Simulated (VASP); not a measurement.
# Dielectric function of BaHfO3, part 3 of 3

What does the band structure of BaHfO3 give for its optical response? The cell has space group P4mm, a computed entry that need not be the common form of this compound. Within 0.03 Å the cell has the higher symmetry Pm-3m, so small anisotropies below come from that deviation of the entry. The start is a computed cell from the Materials Project.

VASP 6.6.1, plane waves and PAW; the level of theory is named at each step.

So far, gap on the k-mesh (eV): step 2 (ground state) 3.65. Also mean electronic dielectric tensor with local fields: step 4 (static response with local fields) 4.64.

**5. Spectrum at LDA**

This step: LDA; plane waves and PAW (Hf_sv_GW, Ba_sv_GW, O) (VASP 6.6.1).

The spectrum is made again with LDA.

Contents of INCAR:

```
SYSTEM = BaHfO3
PREC = Accurate
ENCUT = 520
EDIFF = 1E-07
NELM = 100
ISMEAR = 0
SIGMA = 0.05
LREAL = .FALSE.
ALGO = Normal
GGA = CA
NBANDS = 52
LASPH = .TRUE.
LWAVE = .FALSE.
LCHARG = .FALSE.
KPAR = 4
LOPTICS = .TRUE.
NEDOS = 2000
CSHIFT = 0.1
```

Contents of POSCAR:

```
BaHfO3
1.0
    4.1695667999      0.0000000000      0.0000000000
    0.0000000000      4.1695667999      0.0000000000
    0.0000000000      0.0000000000      4.1703766343
Hf Ba O
1 1 3
Direct
    0.0000000000      0.0000000000      0.4978753300
    0.5000000000      0.5000000000      0.9964249600
    0.0000000000      0.0000000000      0.9979412200
    0.5000000000      0.0000000000      0.4988901400
    0.0000000000      0.5000000000      0.4988901400
```

Contents of KPOINTS:

```
Automatic mesh
0
Gamma
8 8 8
0 0 0
```

PAW data sets: Hf_sv_GW, Ba_sv_GW and O (PBE family, release 64).

Started as:

```
mpirun -np 4 vasp_std
```

The program printed:

```text
[banner, memory and clock lines left out]
running    4 mpi-ranks, on    1 nodes
 distrk:  each k-point on    1 cores,    4 groups
 distr:  one band on    1 cores,    1 groups

 POSCAR found type information on POSCAR HfBaO
 POSCAR found :  3 types and       5 ions
|                                                                             |
|               ----> ADVICE to this user running VASP <----                  |
|                                                                             |
|     You enforced a specific xc type in the INCAR file but a different       |
|     [... a line on the potential file left out ...]
|     I HOPE YOU KNOW WHAT YOU ARE DOING!                                     |
|                                                                             |

 LDA part: xc-table for (Slater(with rela. corr.)+CA(PZ))
 , standard interpolation
 POSCAR, INCAR and KPOINTS ok, starting setup
 FFT: planning ... GRIDC
 FFT: planning ... GRID_SOFT
 FFT: planning ... GRID
 WAVECAR not read
 entering main loop
       N       E                     dE             d eps       ncg     rms          rms(c)
DAV:   1     0.434441302131E+03    0.43444E+03   -0.16624E+04  7808   0.793E+02
DAV:   2    -0.174803300655E+02   -0.45192E+03   -0.40764E+03  8484   0.259E+02
DAV:   3    -0.591072552722E+02   -0.41627E+02   -0.40692E+02  9740   0.910E+01
DAV:   4    -0.604523287909E+02   -0.13451E+01   -0.13424E+01 11632   0.178E+01
DAV:   5    -0.604644595064E+02   -0.12131E-01   -0.12129E-01  9532   0.124E+00    0.839E+01
DAV:   6    -0.524349433526E+02    0.80295E+01   -0.15472E+01  9676   0.183E+01    0.687E+01
DAV:   7    -0.520595785038E+02    0.37536E+00   -0.20079E+00  9572   0.539E+00    0.540E+01
DAV:   8    -0.524025343164E+02   -0.34296E+00   -0.11806E+00  9532   0.506E+00    0.602E+01
DAV:   9    -0.519355867191E+02    0.46695E+00   -0.58403E-01  9580   0.354E+00    0.240E+01
DAV:  10    -0.519379265056E+02   -0.23398E-02   -0.34437E-02  9480   0.758E-01    0.140E+01
DAV:  11    -0.519378078909E+02    0.11861E-03   -0.13084E-03 10768   0.183E-01    0.387E+00
DAV:  12    -0.519376244669E+02    0.18342E-03   -0.30993E-04 11024   0.833E-02    0.232E+00
DAV:  13    -0.519376102674E+02    0.14200E-04   -0.32625E-05 11448   0.239E-02    0.302E-01
DAV:  14    -0.519376076338E+02    0.26335E-05   -0.38698E-06 10424   0.858E-03    0.100E-01
DAV:  15    -0.519376075864E+02    0.47485E-07   -0.39770E-07 10932   0.291E-03
   1 F= -.51937608E+02 E0= -.51937608E+02  d E =-.554131E-12
 optical routines
 imaginary and real dielectric function
 recalculating local potential from charge density
 direction            1
 direction            2
 direction            3
```

Run time: 27 s. Hardware: 4 MPI ranks of Intel Xeon 6975P-C (Granite Rapids), shared host; peak memory 2.5 GiB.

OUTCAR, selected parts (step 5):

```text
   NELECT =      40.0000    total number of electrons

 E-fermi :   4.9143

 k-point     1 :       0.0000    0.0000    0.0000
  band No.  band energies     occupation
    ...
     16       3.6982      2.00000
     17       3.6982      2.00000
     18       4.5622      2.00000
     19       4.5627      2.00000
     20       4.5627      2.00000
     21       8.1726      0.00000
     22       8.1726      0.00000
     23       8.1734      0.00000
     24       9.3477      0.00000
     25       9.3493      0.00000
    ...

  Total       -2.4533409     -2.4533409     -2.4749927      0.0000000      0.0000000      0.0000000
  in kB      -54.2139840    -54.2139840    -54.6924459      0.0000000      0.0000000      0.0000000
  external PRESSURE =     -54.3734713 kB  Pullay stress =       0.0000000 kB

 POSITION                                       TOTAL-FORCE (eV/Angst)
 -----------------------------------------------------------------------------------
      0.00000      0.00000      2.07633         0.000000      0.000000     -0.014505
      2.08478      2.08478      4.15547         0.000000     -0.000000      0.014707
      0.00000      0.00000      4.16179        -0.000000      0.000000      0.018208
      2.08478      0.00000      2.08056         0.000000      0.000000     -0.009205
      0.00000      2.08478      2.08056         0.000000      0.000000     -0.009205
 -----------------------------------------------------------------------------------
    total drift:                                0.000000      0.000000      0.000202

  FREE ENERGIE OF THE ION-ELECTRON SYSTEM (eV)
  ---------------------------------------------------
  free  energy   TOTEN  =       -51.9376075864 eV

  energy  without entropy=      -51.9376075864  energy(sigma->0) =      -51.93760759

 plasma frequency squared (from intraband transitions) (eV^2)
  --------------------------------------------------------------------------------------
       0.000       0.000       0.000
       0.000       0.000      -0.000
       0.000       0.000       0.000

[... 8 parts as in an earlier step ...]

[... 8 further parts left out ...]
```

The PAW data sets were made with PBE, though LDA sets exist; this is a small mismatch.

Numbers from this step:

```yaml
free_energy_toten: -51.9376 eV
fermi_energy: 4.914 eV
pressure: -5.437 GPa
gap_on_the_k_mesh: 3.482 eV
least_direct_gap_on_the_k_mesh: 3.610 eV
```

The imaginary dielectric function, xx has structure finer than the step of the table below, so its rows give means over 1 eV, whole bins alone (the curve runs from 0 to 25.0 eV). Peaks (eV: height): 5.1: 4.09, 6.7: 8.43, 7.7: 4.90, 10.4: 5.81, 19.1: 3.31.

Absorption under the direct gap is the tail of the CSHIFT broadening, and fine structure depends on the mesh. Imaginary dielectric function, xx against photon energy; means over each step:

```tsv
photon energy (eV)	imaginary dielectric function, xx
1	0.0143
2	0.0348
3	0.0907
4	0.706
5	2.91
6	5.58
7	5.77
8	4.19
9	4.36
10	5.25
11	4.29
12	2.22
13	1.27
14	1.37
15	1.33
16	2.29
17	2.95
18	2.94
19	2.81
20	1.43
21	1.43
22	0.984
23	0.627
24	0.542
```

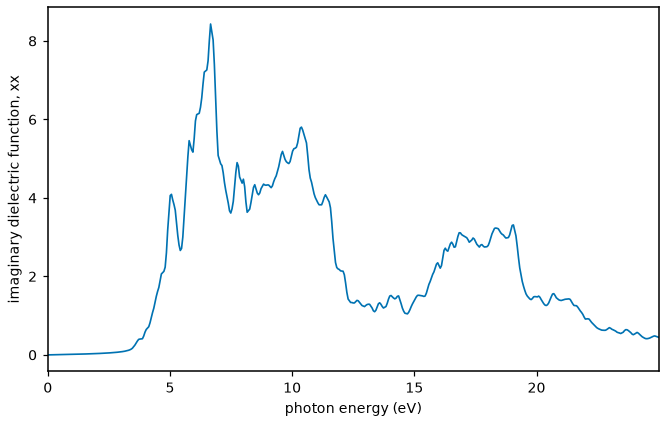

Imaginary dielectric function, xx, plotted against photon energy.

Table of real dielectric function, xx by photon energy:

```tsv
photon energy (eV)	real dielectric function, xx
0	4.83
2	5.13
4	6.85
6	7.02
8	2.25
10	1.72
12	-0.944
14	0.988
16	1.70
18	0.594
20	-0.626
22	-0.677
24	-0.168
```

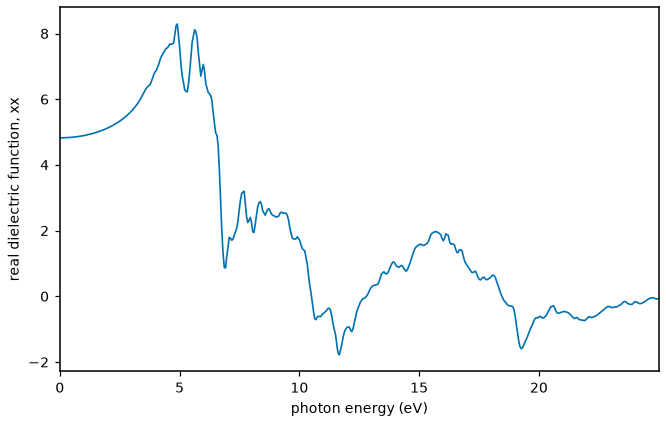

Real dielectric function, xx, plotted against photon energy.

**6. Outcome**

| Quantity | Value |
| --- | --- |
| PBE, independent particles | eps xx at zero frequency 4.67, centre of weight of eps2 xx, over the range kept, at 11.92 eV, mesh 8×8×8 |
| LDA, independent particles | eps xx at zero frequency 4.83, centre of weight of eps2 xx, over the range kept, at 11.74 eV, mesh 8×8×8 |
| PBE, with local fields | eps 4.64, 4.64, 4.64 |

Local fields, and the bands above those summed, take the mean static value from 4.67 to 4.64. Within 0.03 Å the cell has the higher symmetry Pm-3m, so small anisotropies below come from that deviation of the entry. Excitons and quasiparticle shifts are absent, so the onset can't be set against measurement and its shape can differ. Spin-orbit coupling is left out; with Hf and Ba in the cell it can split or shift band edges, by an amount that depends on which atoms form them and isn't tested here. The given cell is kept, although it stands at +4.1 GPa at PBE and ENCUT = 520 eV, which holds the mismatch of the given cell with this functional and any basis-set error.

[Lines on the potential files, build, host, timing and source positions are cut from VASP's logs without a mark.]

[Logs are printed without paths, hosts, clocks, repeated set-up lines and the standing remarks that a program may print on its own settings, such as how far it seeks lower states.]

[Hosts, paths, dates, database ids (printed as entryN), source tags and the programs' standing remarks are cut or masked in the printed files.]
